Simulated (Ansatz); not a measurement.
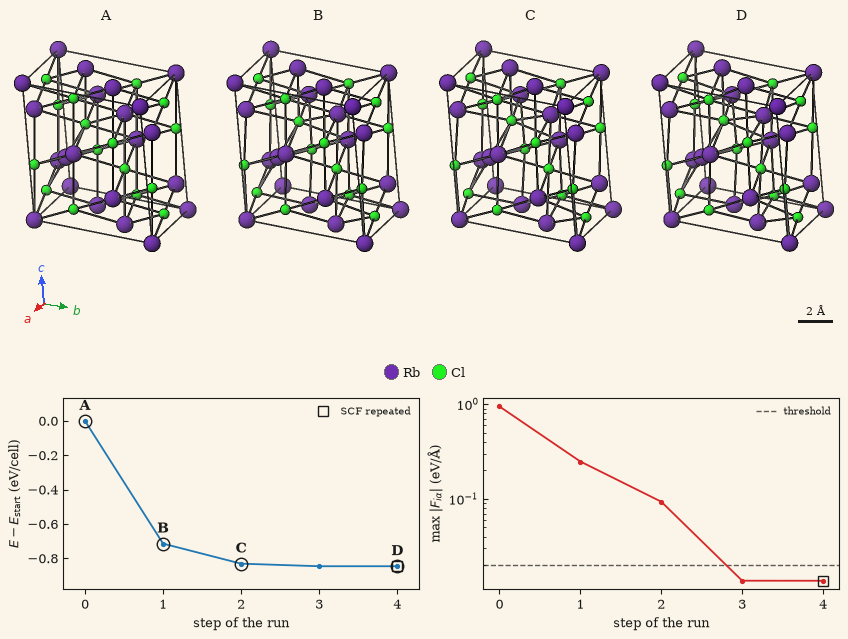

Frames of a relaxation of a defect cell of composition Rb$_{11}$Cl$_{12}$ (started half-way along a vacancy jump, in the symmetry of that start), marked on the history of the run. Style: ball-and-stick. Shown: the cell of the calculation, reduced to other axes, slightly off an axis. Lengths and directions refer to the drawn axes.

These are results of DFT PBEsol, scalar-relativistic, plane waves, PAW in Ansatz 0.2.0, not measurements.

Input
```yaml
crystal:
  lattice:
    - [3.8848680441, 3.8848680441, -7.7697360881]
    - [7.7697360881, -3.8848680441, -3.8848680441]
    - [-3.8848680441, -3.8848680441, -7.7697360881]
  atoms:
    - { symbol: Rb, position: [0.75, 1.0, 0.75] }
    - { symbol: Rb, position: [0.2916666667, 1.1666666667, 0.625] }
    - { symbol: Rb, position: [0.25, 1.0, 0.25] }
    - { symbol: Rb, position: [0.0, 1.0, 1.0] }
    - { symbol: Rb, position: [0.4166666667, 0.6666666667, 0.75] }
    - { symbol: Rb, position: [0.1666666667, 0.6666666667, 0.5] }
    - { symbol: Rb, position: [0.8333333333, 0.3333333333, 0.5] }
    - { symbol: Rb, position: [0.5833333333, 0.3333333333, 0.25] }
    - { symbol: Rb, position: [0.3333333333, 0.3333333333, 0.0] }
    - { symbol: Rb, position: [0.9166666667, 0.6666666667, 0.25] }
    - { symbol: Rb, position: [0.6666666667, 0.6666666667, 0.0] }
    - { symbol: Cl, position: [0.2083333333, 0.3333333333, 0.375] }
    - { symbol: Cl, position: [0.875, 0.0, 0.375] }
    - { symbol: Cl, position: [0.625, 0.0, 0.125] }
    - { symbol: Cl, position: [0.375, 0.0, 0.875] }
    - { symbol: Cl, position: [0.125, 0.0, 0.625] }
    - { symbol: Cl, position: [0.5416666667, 0.6666666667, 0.375] }
    - { symbol: Cl, position: [0.2916666667, 0.6666666667, 0.125] }
    - { symbol: Cl, position: [0.9583333333, 0.3333333333, 0.125] }
    - { symbol: Cl, position: [0.7083333333, 0.3333333333, 0.875] }
    - { symbol: Cl, position: [0.4583333333, 0.3333333333, 0.625] }
    - { symbol: Cl, position: [0.0416666667, 0.6666666667, 0.875] }
    - { symbol: Cl, position: [0.7916666667, 0.6666666667, 0.625] }
basis:
  ecutwfc: 420
kpoints:
  mp_grid: { grid: [4, 4, 2] }
hamiltonian:
  xc: pbesol
scf:
  occupations: { method: gaussian, width: 0.05 }
output:
  forces: true
  stress: true
  eigenvalues: true
  write_density: true
  write_potential: true
  elf: true
  volumetric_format: npy
relax:
  adjacent_minimum: "off"
  f_tol: 0.02
  max_steps: 60
  escape_saddle: false
```

Launched with:
```bash
ansatz run input.yaml --threads 4 --pin off --max-ram 9216MiB --backend cpu --events-out ev --progress --plain --runs-dir out
```

Q: What happens along the run?

A: The largest moves, 0.29 Å, are those of Cl12 and Cl15. Cl15 goes along [1 −2 −3]. Largest moves by element: Cl 0.29 Å, Rb 0.25 Å. The lattice vectors keep their values. Near-neighbour distances that change, for instance: Rb2–Cl12 2.747 → 3.042 Å, Rb2–Cl16 2.747 → 3.025 Å, Rb3–Cl15 3.364 → 3.201 Å, Rb10–Cl19 3.364 → 3.523 Å. Among the angles between lasting bonds that change: Rb1–Cl23–Rb5 109.5° → 107.3°, Rb1–Cl23–Rb6 70.5° → 72.7°. The energy falls by 0.845 eV per cell of the calculation in 3 accepted moves (4 points after the start). Largest force component: 0.95 eV/Å at the start, 0.014 eV/Å at the end. 1 step only repeated the SCF at the same geometry. The run took 5.8 min on 4 threads of Arm Neoverse N1, on a shared host, peak memory 2.4 GiB. From step 0 to 1: Cl atoms move most (0.20 Å), energy −0.714 eV per cell of the calculation. From step 1 to 2: Rb and Cl atoms move most (0.09 Å), energy −0.117 eV per cell of the calculation. From step 2 to 4: Rb atoms move most (0.08 Å), energy −14.9 meV per cell of the calculation.

Limits of the set-up: the cell has an odd number of electrons but was run without spin polarisation.
